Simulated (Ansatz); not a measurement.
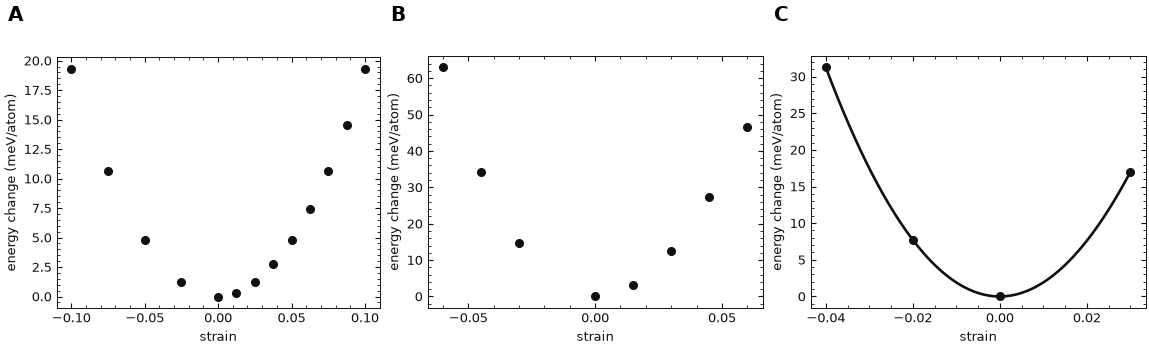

Each panel shows the energy change against strain for one of these solids: Al, Fm-3m (No. 225), 16.6 Å³/atom, strain pattern [0, 0, 0, 0, 0, 1]; GaN, P6_3mc (No. 186), 11.4 Å³/atom, strain pattern [1, 0, 0, 0, 0, 0]; SnO₂, R-3m (No. 166), 13.0 Å³/atom, strain pattern [1, -1, 0, 0, 0, 0].

Calculation (Ansatz 0.2.0): homogeneous strain of a crystal along one Voigt pattern with engineering shear, fractional coordinates fixed, by plane-wave density functional theory with PAW datasets, free energies less that of the undisturbed cell, pressure positive in compression; scalar-relativistic. Level: r2SCAN, no spin polarisation.

Q: Which panel belongs to which solid?

A: A is Al (energy change from 0.00 meV/atom to 19.33 meV/atom); B is GaN (energy change from 0.00 meV/atom to 62.97 meV/atom); C is SnO₂ (energy change from 0.00 meV/atom to 31.25 meV/atom).

For Al, limits of the calculation: reference crystal is not relaxed.
